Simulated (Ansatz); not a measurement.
HfO₂: geometry relaxation (part 1 of 3)

System: HfO₂ (30 atoms in the cell).
Method: DFT PBEsol, scalar-relativistic, plane waves, PAW, no spin polarisation (Ansatz 0.2.0).

The structure derives from an entry of the Crystallography Open Database. It belongs to a series of runs on one base structure; here: wire along [1 1 1], 30 atoms a period. Figures and captions count atoms from 1; the log counts them from 0 in places.

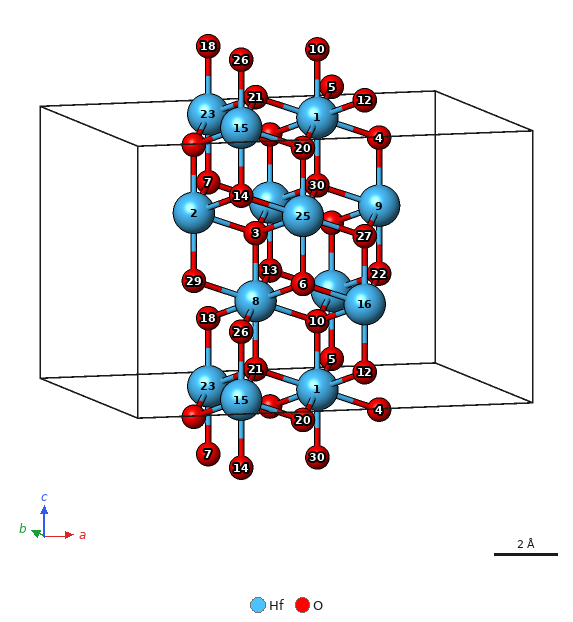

**Figure 1.** The structure as given in the input (ball-and-stick view of the cell of the calculation, with the vacuum cut short, seen slightly off an axis; bonded neighbours outside the cell are drawn too; atoms are numbered from 1 in the order of the input). An atom can appear more than once, as a periodic image.

### Summary

- outcome: converged
- electrons treated: 380
- free energy: −167236.1001 eV
- Fermi energy: −0.303 eV
- gap on the k-point mesh: 3.85 eV
- final volume: 1695.77 Å³
- largest force (length of the vector) at the end: 0.009 eV/Å
- hardware: 4 threads of Intel Xeon @ 2.90GHz (Ice Lake), 192 GiB of memory available, shared host
- wall time: 8 min (CPU time 31 min)
- peak memory: 4.9 GiB

The program warns: the exchange-correlation potential is rough where the density is thin. Spin–orbit coupling is left out, which matters for Hf.

### Input file
```yaml
crystal:
  lattice:
    - [15.2, 0.0, 0.0]
    - [0.0, 12.9, 0.0]
    - [0.0, 0.0, 8.7363021697]
  atoms:
    - { symbol: Hf, position: [0.5677357292, 0.5, 0.0] }
    - { symbol: Hf, position: [0.2967928123, 0.5, 0.6666666667] }
    - { symbol: O, position: [0.4322642708, 0.5, 0.5833333333] }
    - { symbol: O, position: [0.7032071877, 0.5, 0.9166666667] }
    - { symbol: O, position: [0.6354714585, 0.6382395514, 0.0833333333] }
    - { symbol: O, position: [0.5, 0.3617604486, 0.4166666667] }
    - { symbol: O, position: [0.3645285415, 0.6382395514, 0.75] }
    - { symbol: Hf, position: [0.4322642708, 0.5, 0.3333333333] }
    - { symbol: Hf, position: [0.7032071877, 0.5, 0.6666666667] }
    - { symbol: O, position: [0.5677357292, 0.5, 0.25] }
    - { symbol: O, position: [0.2967928123, 0.5, 0.9166666667] }
    - { symbol: O, position: [0.6354714585, 0.3617604486, 0.0833333333] }
    - { symbol: O, position: [0.5, 0.6382395514, 0.4166666667] }
    - { symbol: O, position: [0.3645285415, 0.3617604486, 0.75] }
    - { symbol: Hf, position: [0.3645285415, 0.3617604486, 0.0] }
    - { symbol: Hf, position: [0.6354714585, 0.3617604486, 0.3333333333] }
    - { symbol: Hf, position: [0.5, 0.6382395514, 0.6666666667] }
    - { symbol: O, position: [0.3645285415, 0.6382395514, 0.25] }
    - { symbol: O, position: [0.6354714585, 0.6382395514, 0.5833333333] }
    - { symbol: O, position: [0.5, 0.3617604486, 0.9166666667] }
    - { symbol: O, position: [0.4322642708, 0.5, 0.0833333333] }
    - { symbol: O, position: [0.7032071877, 0.5, 0.4166666667] }
    - { symbol: Hf, position: [0.3645285415, 0.6382395514, 0.0] }
    - { symbol: Hf, position: [0.6354714585, 0.6382395514, 0.3333333333] }
    - { symbol: Hf, position: [0.5, 0.3617604486, 0.6666666667] }
    - { symbol: O, position: [0.3645285415, 0.3617604486, 0.25] }
    - { symbol: O, position: [0.6354714585, 0.3617604486, 0.5833333333] }
    - { symbol: O, position: [0.5, 0.6382395514, 0.9166666667] }
    - { symbol: O, position: [0.2967928123, 0.5, 0.4166666667] }
    - { symbol: O, position: [0.5677357292, 0.5, 0.75] }
basis:
  ecutwfc: 420
kpoints:
  mp_grid: { grid: [1, 1, 4] }
hamiltonian:
  xc: pbesol
scf:
  occupations: { method: gaussian, width: 0.05 }
output:
  forces: true
  stress: true
  eigenvalues: true
  populations: true
  write_density: true
  write_potential: true
  elf: true
  volumetric_format: npy
relax:
  adjacent_minimum: "off"
  f_tol: 0.02
  max_steps: 45
  cell: { fix: [a, b, alpha, beta, gamma], stress_tol: 0.03 }
```

Command:
```bash
ansatz run input.yaml --threads 4 --pin off --max-ram 11264MiB --backend cpu --events-out ev --progress --plain --runs-dir out
```

### What the program printed
```
Engine: ansatz 0.2.0, x86_64-unknown-linux-gnu
Pseudopotentials: kind: paw
Pseudopotential: Hf, paw, valence charge 26, recommended cutoff 420 eV (normal), Hf.paw.azcp
Pseudopotential: O, paw, valence charge 6, recommended cutoff 420 eV (normal), O.paw.azcp
Functional definition: PBEsol
  exchange = pbesol_x
  correlation = pbesol_c
Crystal: 30 atoms, lattice volume = 1713.014 Å³
Basis set: ecut = 420 eV, 33497 PW (Γ), exchange–correlation on 216×180×120 points (8 copies of the dense FFT grid, shifted against one another)
Bands: 228, of which v1, the nominal top of the filled ones, is band 190 counted from 1 (189 counted from 0)
Symmetry: 4 space group operations
Space group: P2/m (ITA 10), of the structure as read, at distance tolerance 1.2e-4 Å
k-points: 3 of 4
Non-local potential: Hf, projectors of the file, l = 0: 3, l = 1: 2, l = 2: 2, l = 3: 3
Non-local potential: O, projectors of the file, l = 0: 2, l = 1: 2, l = 2: 1
PAW form: soft (Blöchl's): semilocal exchange-correlation on the pseudo side does not see the compensation charge
PAW frozen core: Hf, regenerated for the run's functional, and the local potential with it (the file was generated under x = pbe(κ = 0.804, μ = 0.2195149727645171), c = pbe(β = 0.06672455060314922))
PAW frozen core: O, regenerated for the run's functional, and the local potential with it (the file was generated under x = pbe(κ = 0.804, μ = 0.2195149727645171), c = pbe(β = 0.06672455060314922))
PAW one-centre angular grid: Hf, 590 points (default); XC on 64 Gauss nodes
PAW one-centre angular grid: O, 110 points (default); XC on 64 Gauss nodes
Initial density: superposition of atomic densities (neutral atoms: chi_scale 0, normalization atom), corrected by the library's trained network
Initial wavefunctions: pseudopotential atomic-orbital guess
Functional: x = pbesol(κ = 0.804, μ = 0.12345679012345678), c = pbesol(β = 0.046)
SCF iter   1: F=—  HF=-167218.069164 eV  |F-HF|=—  |Δ(HF+E_count)|=         —  Δρ=7.25e-3  dr2=8.49e-1  ethr=1.77e-3  ⟨swp⟩=5.7  Hψ=2554  notcnv=0  defer=28
preconditioner: auto → Resta (q_TF=auto, 2.123 Å⁻¹)  ε∞=2.1  [insulator: Δε(μ)=0.891 eV  Ē_g=15.898 eV  σ=0.050 eV  W_gap=1.00  n_scr=274 (ndim 8)  ℏωp=17.0 eV  f_vac=0.729  D(μ)=0.00/eV (n_scr^D=0)  ε∞_Penn≈2.1  vacuum switching on, ρ_ref=1.8e-2 e/Å³]
SCF iter   2: F=—  HF=-167218.055490 eV  |F-HF|=—  |Δ(HF+E_count)|=   1.37e-2  Δρ=5.74e-3  dr2=8.67e-1  ethr=2.23e-4  ⟨swp⟩=2.0  Hψ=1266  notcnv=0  defer=87
SCF iter   3: F=—  HF=-167217.939349 eV  |F-HF|=—  |Δ(HF+E_count)|=   1.16e-1  Δρ=2.04e-3  dr2=7.08e-2  ethr=2.23e-4  ⟨swp⟩=2.0  Hψ=1032  notcnv=0  defer=87
SCF iter   4: F=—  HF=-167217.938023 eV  |F-HF|=—  |Δ(HF+E_count)|=   1.33e-3  Δρ=8.31e-4  dr2=1.12e-2  ethr=1.86e-5  ⟨swp⟩=2.0  Hψ=1203  notcnv=0  defer=87
SCF iter   5: F=—  HF=-167217.939822 eV  |F-HF|=—  |Δ(HF+E_count)|=   1.80e-3  Δρ=3.53e-4  dr2=1.77e-3  ethr=2.94e-6  ⟨swp⟩=2.0  Hψ=1047  notcnv=0  defer=87
SCF iter   6: F=—  HF=-167217.940544 eV  |F-HF|=—  |Δ(HF+E_count)|=   7.22e-4  Δρ=1.69e-4  dr2=4.94e-4  ethr=4.66e-7  ⟨swp⟩=2.0  Hψ=1005  notcnv=0  defer=87
SCF iter   7: F=—  HF=-167217.940526 eV  |F-HF|=—  |Δ(HF+E_count)|=   1.83e-5  Δρ=6.39e-5  dr2=4.35e-5  ethr=1.30e-7  ⟨swp⟩=2.0  Hψ=1005  notcnv=0  defer=87
SCF iter   8: F=—  HF=-167217.940851 eV  |F-HF|=—  |Δ(HF+E_count)|=   3.25e-4  Δρ=3.31e-5  dr2=1.66e-5  ethr=1.15e-8  ⟨swp⟩=2.0  Hψ=1065  notcnv=0  defer=87
SCF iter   9: F=—  HF=-167217.940857 eV  |F-HF|=—  |Δ(HF+E_count)|=   5.92e-6  Δρ=8.75e-6  dr2=1.12e-6  ethr=4.37e-9  ⟨swp⟩=2.0  Hψ=1017  notcnv=0  defer=87
SCF iter  10: F=—  HF=-167217.940858 eV  |F-HF|=—  |Δ(HF+E_count)|=   8.75e-7  Δρ=3.42e-6  dr2=1.35e-7  ethr=2.96e-10  ⟨swp⟩=2.0  Hψ=1062  notcnv=0  defer=87
SCF iter  11: F=-167217.940858 eV  HF=-167217.940858 eV  |F-HF|=3.86e-8  |Δ(HF+E_count)|=   2.65e-7  Δρ=1.49e-6  dr2=2.80e-8  ethr=2.63e-11  ⟨swp⟩=19.7  Hψ=5723  notcnv=0
SCF 1 converged in 11 iterations: F = -167217.940858 eV  dr2 = 2.80e-8
  greatest PAW one-centre occupation: 0.999 electrons in one spin orbital (limit 2), on the Hf atom at site 7 (counted from 0), in its partial waves of l = 3
relax step   1: F+E_penalty+E_count = -167217.94085801 eV  Δ(F+E_penalty+E_count) = +0.000e0 eV  max|allowed force component| = 5.436e0 eV/Å  Δτ_max = 0.0000 Å  P = -4.876 GPa  Ω = 1713.014 Å³  fix = [a, b, alpha, beta, gamma]  reactions: a -3.328, b -3.051 GPa; beta -0.709 GPa/rad  (11 SCF iters, dr2 threshold 1.00e-7 eV, accepted)
Crystal: 30 atoms, lattice volume = 1674.987 Å³
Basis set: ecut = 420 eV, 32741 PW (Γ), exchange–correlation on 216×180×120 points (8 copies of the dense FFT grid, shifted against one another)
Initial density: handed on by an earlier stage of this run
Initial wavefunctions: those handed on with the density
iter 1 solved again at ethr=9.75e-4 eV; its pass at ethr=3.10e-3 eV (dr2=3.70e0 eV) is discarded
SCF iter   1: F=—  HF=-167230.522532 eV  |F-HF|=—  |Δ(HF+E_count)|=         —  Δρ=1.30e-2  dr2=3.72e0  ethr=9.75e-4  ⟨swp⟩=4.3  Hψ=3826  notcnv=0
preconditioner: auto → Resta (q_TF=auto, 2.131 Å⁻¹)  ε∞=2.1  [insulator: Δε(μ)=2.787 eV  Ē_g=16.738 eV  σ=0.050 eV  W_gap=1.00  n_scr=278 (ndim 8)  ℏωp=17.2 eV  f_vac=0.743  D(μ)=0.00/eV (n_scr^D=0)  ε∞_Penn≈2.1  vacuum switching on, ρ_ref=2.0e-2 e/Å³]
SCF iter   2: F=—  HF=-167229.654358 eV  |F-HF|=—  |Δ(HF+E_count)|=   8.68e-1  Δρ=5.86e-3  dr2=3.54e-1  ethr=9.75e-4  ⟨swp⟩=3.3  Hψ=1524  notcnv=0  defer=98
SCF iter   3: F=—  HF=-167229.642645 eV  |F-HF|=—  |Δ(HF+E_count)|=   1.17e-2  Δρ=3.01e-3  dr2=1.10e-1  ethr=9.30e-5  ⟨swp⟩=3.3  Hψ=1072  notcnv=0  defer=98
SCF iter   4: F=—  HF=-167229.639628 eV  |F-HF|=—  |Δ(HF+E_count)|=   3.02e-3  Δρ=1.62e-3  dr2=3.87e-2  ethr=2.91e-5  ⟨swp⟩=2.3  Hψ=1182  notcnv=0  defer=96
SCF iter   5: F=—  HF=-167229.636414 eV  |F-HF|=—  |Δ(HF+E_count)|=   3.21e-3  Δρ=5.16e-4  dr2=3.41e-3  ethr=1.02e-5  ⟨swp⟩=2.0  Hψ=1094  notcnv=0  defer=96
SCF iter   6: F=—  HF=-167229.636737 eV  |F-HF|=—  |Δ(HF+E_count)|=   3.22e-4  Δρ=2.20e-4  dr2=7.96e-4  ethr=8.96e-7  ⟨swp⟩=2.7  Hψ=1034  notcnv=0  defer=96
SCF iter   7: F=—  HF=-167229.636984 eV  |F-HF|=—  |Δ(HF+E_count)|=   2.47e-4  Δρ=8.31e-5  dr2=9.46e-5  ethr=2.09e-7  ⟨swp⟩=2.0  Hψ=1027  notcnv=0  defer=96
SCF iter   8: F=—  HF=-167229.637019 eV  |F-HF|=—  |Δ(HF+E_count)|=   3.55e-5  Δρ=2.67e-5  dr2=1.03e-5  ethr=2.49e-8  ⟨swp⟩=2.0  Hψ=1038  notcnv=0  defer=96
iter 9 did not close the SCF: its close was put off until two iterations running show no level that it waits for move by more than its bar (scf_convergence_deferred on its scf_iter line)
SCF iter   9: F=-167229.637027 eV  HF=-167229.637027 eV  |F-HF|=4.06e-8  |Δ(HF+E_count)|=   7.48e-6  Δρ=1.23e-5  dr2=2.04e-6  ethr=7.89e-10  ⟨swp⟩=23.0  Hψ=7971  notcnv=0
SCF iter  10: F=-167229.637028 eV  HF=-167229.637027 eV  |F-HF|=1.16e-7  |Δ(HF+E_count)|=   8.63e-7  Δρ=4.57e-6  dr2=2.61e-7  ethr=5.37e-10  ⟨swp⟩=10.0  Hψ=5782  notcnv=0
SCF 2 converged in 10 iterations: F = -167229.637028 eV  dr2 = 2.61e-7
relax step   2: F+E_penalty+E_count = -167229.63702759 eV  Δ(F+E_penalty+E_count) = -1.170e1 eV  max|allowed force component| = 3.401e0 eV/Å  Δτ_max = 0.1947 Å  P = -1.789 GPa  Ω = 1674.987 Å³  energy of the carried Pulay correction = +4.165e-2 eV  fix = [a, b, alpha, beta, gamma]  reactions: a -1.119, b -0.801 GPa; beta -0.776 GPa/rad  (10 SCF iters, dr2 threshold 3.00e-6 eV, accepted)
[... from here on the SCF iterations and repeated set-up lines of each step are left out, up to the last step ...]
SCF 3 converged in 8 iterations: F = -167232.481218 eV  dr2 = 2.33e-6
relax step   3: F+E_penalty+E_count = -167232.48121797 eV  Δ(F+E_penalty+E_count) = -2.844e0 eV  max|allowed force component| = 1.756e0 eV/Å  Δτ_max = 0.1995 Å  P = +0.857 GPa  Ω = 1644.753 Å³  energy of the carried Pulay correction = +7.543e-2 eV  fix = [a, b, alpha, beta, gamma]  reactions: a +0.338, b +0.927 GPa; beta -0.408 GPa/rad  (8 SCF iters, dr2 threshold 3.00e-6 eV, accepted)
SCF 4 converged in 8 iterations: F = -167234.013048 eV  dr2 = 2.39e-6
relax step   4: F+E_penalty+E_count = -167234.01304775 eV  Δ(F+E_penalty+E_count) = -1.532e0 eV  max|allowed force component| = 7.938e-1 eV/Å  Δτ_max = 0.2000 Å  P = +0.065 GPa  Ω = 1648.600 Å³  energy of the carried Pulay correction = +7.110e-2 eV  fix = [a, b, alpha, beta, gamma]  reactions: a -0.167, b +0.004 GPa; beta -0.252 GPa/rad  (8 SCF iters, dr2 threshold 3.00e-6 eV, accepted)
SCF 5 converged in 8 iterations: F = -167235.092504 eV  dr2 = 1.29e-6
relax step   5: F+E_penalty+E_count = -167235.09250422 eV  Δ(F+E_penalty+E_count) = -1.079e0 eV  max|allowed force component| = 6.037e-1 eV/Å  Δτ_max = 0.1952 Å  P = +0.135 GPa  Ω = 1651.527 Å³  energy of the carried Pulay correction = +6.781e-2 eV  fix = [a, b, alpha, beta, gamma]  reactions: a -0.158, b +0.307 GPa; beta -0.115 GPa/rad  (8 SCF iters, dr2 threshold 3.00e-6 eV, accepted)
SCF 6 converged in 8 iterations: F = -167235.766423 eV  dr2 = 1.63e-6
relax step   6: F+E_penalty+E_count = -167235.76642325 eV  Δ(F+E_penalty+E_count) = -6.739e-1 eV  max|allowed force component| = 3.655e-1 eV/Å  Δτ_max = 0.2000 Å  P = +0.043 GPa  Ω = 1673.266 Å³  energy of the carried Pulay correction = +4.355e-2 eV  fix = [a, b, alpha, beta, gamma]  reactions: a -0.171, b +0.155 GPa; beta +0.009 GPa/rad  (8 SCF iters, dr2 threshold 3.00e-6 eV, accepted)
SCF 7 converged in 8 iterations: F = -167235.882023 eV  dr2 = 1.86e-6
relax step   7: F+E_penalty+E_count = -167235.88202261 eV  Δ(F+E_penalty+E_count) = -1.156e-1 eV  max|allowed force component| = 5.295e-1 eV/Å  Δτ_max = 0.2000 Å  P = +0.090 GPa  Ω = 1711.369 Å³  energy of the carried Pulay correction = +1.782e-3 eV  fix = [a, b, alpha, beta, gamma]  reactions: a +0.167, b +0.238 GPa; beta +0.180 GPa/rad  (8 SCF iters, dr2 threshold 3.00e-6 eV, accepted)
SCF 8 converged in 8 iterations: F = -167236.094276 eV  dr2 = 4.85e-7
relax step   8: F+E_penalty+E_count = -167236.09427557 eV  Δ(F+E_penalty+E_count) = -2.123e-1 eV  max|allowed force component| = 2.341e-1 eV/Å  Δτ_max = 0.1312 Å  P = +0.038 GPa  Ω = 1699.463 Å³  energy of the carried Pulay correction = +1.473e-2 eV  fix = [a, b, alpha, beta, gamma]  reactions: a +0.087, b +0.009 GPa; beta +0.047 GPa/rad  (8 SCF iters, dr2 threshold 3.00e-6 eV, accepted)
SCF 9 converged in 7 iterations: F = -167236.105560 eV  dr2 = 4.37e-7
relax step   9: F+E_penalty+E_count = -167236.10556048 eV  Δ(F+E_penalty+E_count) = -1.128e-2 eV  max|allowed force component| = 1.452e-1 eV/Å  Δτ_max = 0.0500 Å  P = +0.020 GPa  Ω = 1698.454 Å³  energy of the carried Pulay correction = +1.584e-2 eV  fix = [a, b, alpha, beta, gamma]  reactions: a -0.003, b +0.077 GPa; beta -0.047 GPa/rad  (7 SCF iters, dr2 threshold 3.00e-6 eV, accepted)
SCF 10 converged in 7 iterations: F = -167236.115006 eV  dr2 = 8.31e-8
relax step  10: F+E_penalty+E_count = -167236.11500597 eV  Δ(F+E_penalty+E_count) = -9.445e-3 eV  max|allowed force component| = 4.875e-2 eV/Å  Δτ_max = 0.0140 Å  P = +0.012 GPa  Ω = 1697.136 Å³  energy of the carried Pulay correction = +1.728e-2 eV  fix = [a, b, alpha, beta, gamma]  reactions: a +0.022, b +0.011 GPa; beta +0.004 GPa/rad  (7 SCF iters, dr2 threshold 1.32e-6 eV, accepted)
SCF 11 converged in 7 iterations: F = -167236.114933 eV  dr2 = 1.45e-8
relax step  11: F+E_penalty+E_count = -167236.11493271 eV  Δ(F+E_penalty+E_count) = +7.326e-5 eV  max|allowed force component| = 2.913e-2 eV/Å  Δτ_max = 0.0083 Å  P = +0.019 GPa  Ω = 1697.648 Å³  energy of the carried Pulay correction = +1.672e-2 eV  fix = [a, b, alpha, beta, gamma]  reactions: a +0.025, b +0.025 GPa; beta -0.006 GPa/rad  (7 SCF iters, dr2 threshold 1.49e-7 eV, accepted)
SCF 12 converged in 6 iterations: F = -167236.115299 eV  dr2 = 2.97e-8
relax step  12: F+E_penalty+E_count = -167236.11529928 eV  Δ(F+E_penalty+E_count) = -3.666e-4 eV  max|allowed force component| = 3.700e-3 eV/Å  Δτ_max = 0.0032 Å  P = +0.013 GPa  Ω = 1697.548 Å³  energy of the carried Pulay correction = +1.683e-2 eV  fix = [a, b, alpha, beta, gamma]  reactions: a +0.014, b +0.024 GPa; beta -0.001 GPa/rad  (6 SCF iters, dr2 threshold 5.30e-8 eV, accepted)
SCF 13 converged in 8 iterations: F = -167236.099845 eV  dr2 = 9.83e-12
relax step  13: F+E_penalty+E_count = -167236.09984496 eV  Δ(F+E_penalty+E_count) = +1.545e-2 eV  max|allowed force component| = 3.749e-3 eV/Å  Δτ_max = 0.0000 Å  P = -0.013 GPa  Ω = 1697.548 Å³  fix = [a, b, alpha, beta, gamma]  reactions: a -0.004, b +0.002 GPa; beta -0.002 GPa/rad  stress off target by 3.89e-2 GPa on what of the cell is left free  SCF on the basis re-selected at this cell (its energy is not comparable with the rows above)  (8 SCF iters)
SCF 14 converged in 8 iterations: F = -167236.101812 eV  dr2 = 1.10e-9
relax step  14: F+E_penalty+E_count = -167236.10181197 eV  Δ(F+E_penalty+E_count) = -1.967e-3 eV  max|allowed force component| = 7.879e-3 eV/Å  Δτ_max = 0.0034 Å  P = -0.001 GPa  Ω = 1695.767 Å³  energy of the carried Pulay correction = +1.824e-3 eV  fix = [a, b, alpha, beta, gamma]  reactions: a -0.005, b -0.000 GPa; beta -0.005 GPa/rad  (8 SCF iters, dr2 threshold 3.79e-9 eV, accepted)
iter 1 solved again at ethr=3.85e-7 eV; its pass at ethr=3.10e-3 eV (dr2=1.46e-3 eV) is discarded
SCF iter   1: F=—  HF=-167236.100217 eV  |F-HF|=—  |Δ(HF+E_count)|=         —  Δρ=5.92e-6  dr2=1.41e-7  ethr=3.85e-7  ⟨swp⟩=4.0  Hψ=4853  notcnv=0
eigensolver tolerance schedule: the retry pair's looser diagonalisation over-reported the residual by 10386.41 of it (diagonalisation noise at an unbounded share of the residual, at the tolerance the schedule requests for it); recorded, not acted on — ethr = c·dr2/N_el stays at c = 1.0e-1
SCF iter   2: F=—  HF=-167236.100147 eV  |F-HF|=—  |Δ(HF+E_count)|=   6.97e-5  Δρ=3.58e-6  dr2=1.12e-7  ethr=3.71e-11  ⟨swp⟩=3.3  Hψ=1827  notcnv=0
SCF iter   3: F=—  HF=-167236.100147 eV  |F-HF|=—  |Δ(HF+E_count)|=   1.31e-8  Δρ=2.24e-6  dr2=1.82e-8  ethr=2.94e-11  ⟨swp⟩=2.0  Hψ=1074  notcnv=0
SCF iter   4: F=—  HF=-167236.100147 eV  |F-HF|=—  |Δ(HF+E_count)|=   2.13e-8  Δρ=7.18e-7  dr2=4.76e-9  ethr=4.78e-12  ⟨swp⟩=2.0  Hψ=1224  notcnv=0
SCF iter   5: F=—  HF=-167236.100147 eV  |F-HF|=—  |Δ(HF+E_count)|=   1.72e-9  Δρ=3.56e-7  dr2=2.10e-9  ethr=1.25e-12  ⟨swp⟩=2.0  Hψ=1123  notcnv=0
SCF iter   6: F=-167236.100147 eV  HF=-167236.100147 eV  |F-HF|=3.78e-10  |Δ(HF+E_count)|=  6.69e-10  Δρ=9.22e-8  dr2=9.52e-11  ethr=1.00e-12  ⟨swp⟩=8.7  Hψ=4451  notcnv=0
SCF 15 converged in 6 iterations: F = -167236.100147 eV  dr2 = 9.52e-11
relax step  15: F+E_penalty+E_count = -167236.10014690 eV  Δ(F+E_penalty+E_count) = +1.665e-3 eV  max|allowed force component| = 7.890e-3 eV/Å  Δτ_max = 0.0000 Å  P = -0.001 GPa  Ω = 1695.767 Å³  fix = [a, b, alpha, beta, gamma]  reactions: a -0.005, b +0.000 GPa; beta -0.005 GPa/rad  stress off target by 2.00e-3 GPa on what of the cell is left free  SCF on the basis re-selected at this cell (its energy is not comparable with the rows above)  (6 SCF iters)
```

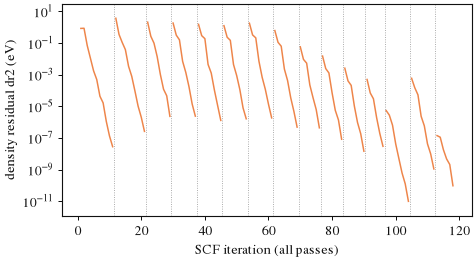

**Figure 2.** Convergence of the self-consistent field: density residual dr2 against the SCF iteration. The dotted lines part the SCF passes of the relaxation: geometry steps, rejected trials and re-solves on a re-selected basis. The 15 passes take 6 to 11 iterations each, 118 in all.
